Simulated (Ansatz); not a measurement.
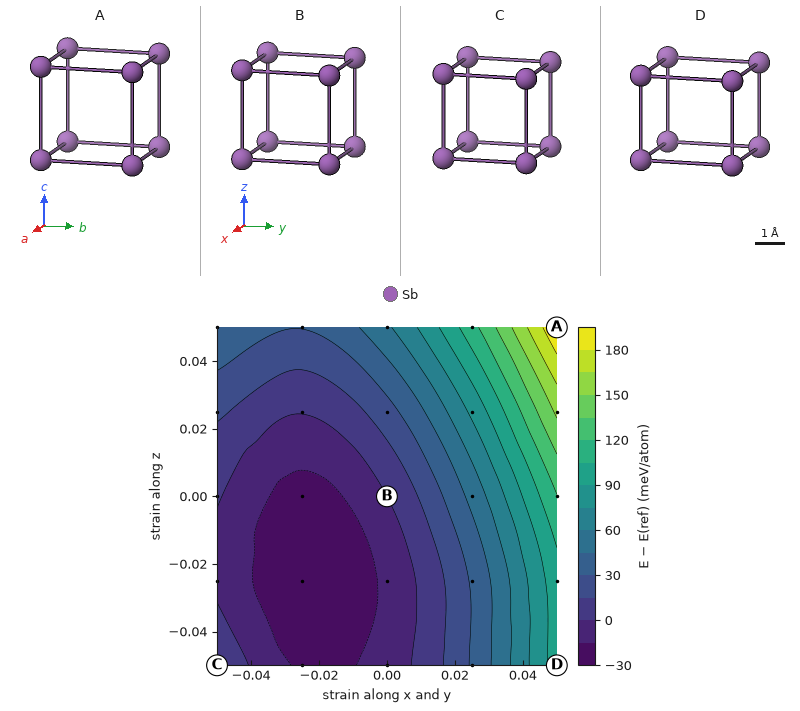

A crystal of Sb (Pm-3m): the cell is strained equally along x and y and separately along z, with the atoms kept at their fractional coordinates. x, y and z are the Cartesian axes of the input. The map is interpolated between the computed points (dots). The lettered frames are marked on it. A ball-and-stick model of the cell of the calculation, seen slightly off an axis.

These are results of DFT r2SCAN, scalar-relativistic, plane waves, PAW in Ansatz, not measurements. Settings: plane-wave cutoff 500 eV; k-point mesh 16 × 16 × 16; occupations gaussian; smearing width 0.15 eV; no spin polarisation. Energies (free energies at the smearing named) are counted from the cell as listed in its source, which wasn't relaxed.

Where is the lowest point of the map, and what else does it tell?

Answer. In pairs of (strain along x and y; strain along z): the lowest computed point lies at (−0.025, −0.025) (−27.7 meV/atom), the highest at (0.050, 0.050) (193.2 meV/atom). The valley is tilted: raising the in-plane strain is made harder by raising the strain along z (cross term 0.23 of the geometric mean of the two curvatures). Over the ranges scanned the energy rises more along the first axis, the in-plane strain. The pressure runs from −8.0 GPa at (0.050, 0.050) to 6.1 GPa at (−0.050, −0.050). The frames lie at A (0.050, 0.050): 193.2 meV/atom, B (0.000, 0.000): 0.0 meV/atom, C (−0.050, −0.050): 12.8 meV/atom, D (0.050, −0.050): 97.0 meV/atom.

The computed points:

Rows: strain along x and y; columns: strain along z; values in meV/atom.

```csv
,−0.050,−0.025,0.000,0.025,0.050
−0.050,12.8,−2.2,1.3,17.7,43.5
−0.025,−16.7,−27.7,−20.2,0.6,30.6
0.000,−8.3,−11.8,0.0,24.2,57.6
0.025,31.7,31.9,49.6,78.1,114.6
0.050,97.0,99.1,119.4,152.6,193.2
```
